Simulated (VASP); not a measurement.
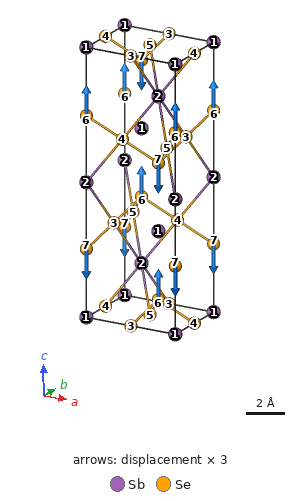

This is a relaxation of solid Sb2Se5 (a generated structure, set up in R-3m). The starting structure is drawn; blue arrows show the displacements (the part carried along by the change of the cell is left out), magnified 3 times.

The picture is a ball-and-stick view of the conventional cell (3 times the calculation's cell), seen slightly off an axis. Lengths and directions refer to the drawn axes.

The run lets cell and atoms move.

The calculation used Kohn-Sham DFT of a periodic cell, PBE, VASP PAW PBE potentials, recommended (VASP).

Input file:
```
PREC = Normal
ENCUT = 520
EDIFF = 1E-4
ISMEAR = 0
SIGMA = 0.15
LREAL = F
LASPH = T
NELM = 60
ALGO = Fast
ISIF = 3
LWAVE = F
LCHARG = F
GGA = PE
IBRION = 2
NSW = 24
EDIFFG = -0.08
```

Command:
```bash
cat potpaw_PBE.64/Sb/POTCAR potpaw_PBE.64/Se/POTCAR > POTCAR
mpirun -np 1 vasp_std > vasp.out
```

> Atoms of which element are displaced furthest, and by how much?

Selenium: up to 0.56 Å, against 0.00 Å for antimony.

> What happened in the run?

The largest moves relative to the cell, 0.56 Å, are those of Se6 and Se7. Se6 goes along +c. Sb stays in place. The volume changes by −5.2 %, with a = b 6.979 → 7.251 Å (+3.9 %), c 14.667 → 12.884 Å (−12.2 %). Near-neighbour distances that change, for instance: Sb1–Se6 3.708 → 2.698 Å, Se3–Se6 2.335 → 2.633 Å, Sb2–Se3 3.168 → 2.999 Å. New bonds form: Sb1–Se6 (3.71 → 2.70 Å), Sb1–Se7 (3.71 → 2.70 Å). Bond angles that change, for instance: Se3–Se7–Se4 96.7° → 87.0°, Se3–Sb2–Se4 113.2° → 105.6°, Se3–Sb2–Se4 66.8° → 74.4°. The space group stays R-3m (No. 166). Over 15 geometry steps the energy falls by 3.349 eV per cell of the calculation. Largest force component: 4.3 eV/Å at the start, 0.016 eV/Å at the end. Pressure: 6.77 GPa at the start and 0.05 GPa at the end.
